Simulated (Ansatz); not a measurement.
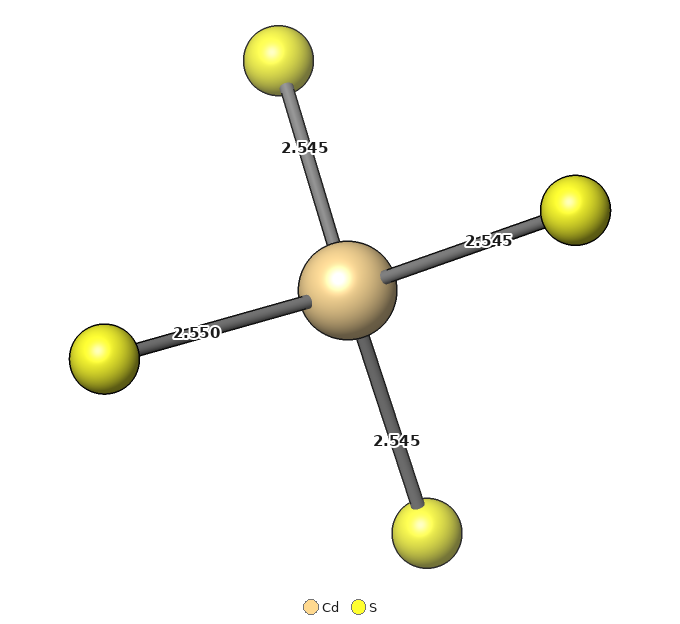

The surroundings of site Cd1 (at 0.667, 0.333, 0.500) in CdS (P6_3mc, No. 186), with bond lengths in Å.

The cell is taken from the end point of a relaxation with DFT, r2SCAN, plane waves, PAW (Ansatz).

```
CELL_PARAMETERS angstrom
4.16456 0.00000 0.00000
-2.08228 3.60661 0.00000
0.00000 0.00000 6.76624
ATOMIC_POSITIONS crystal
Cd 0.66667 0.33333 0.50005
Cd 0.33333 0.66667 0.00005
S 0.66667 0.33333 0.87695
S 0.33333 0.66667 0.37695
```

Bond valence s = exp((R0 − d)/b), R0 fitted to published crystal structures with b = 0.37 Å; R0 in Å: Cd2+–S 2.282.

**Calculate the bond-valence sum of Cd1 from the bonds drawn.**

3 × 0.491 + 1 × 0.485 = 1.96 v.u., against a formal valence of 2: a close match.

**And over the whole structure?**

```
site              x, y, z  formal valence  bond-valence sum  difference
 Cd1  0.667, 0.333, 0.500              +2              1.97       -0.03
  S1  0.667, 0.333, 0.877              −2              1.97       -0.03
```

These sums include all anions within 5 Å. The global instability index (root mean square of the differences over all atoms) is 0.03 v.u.: little strain.
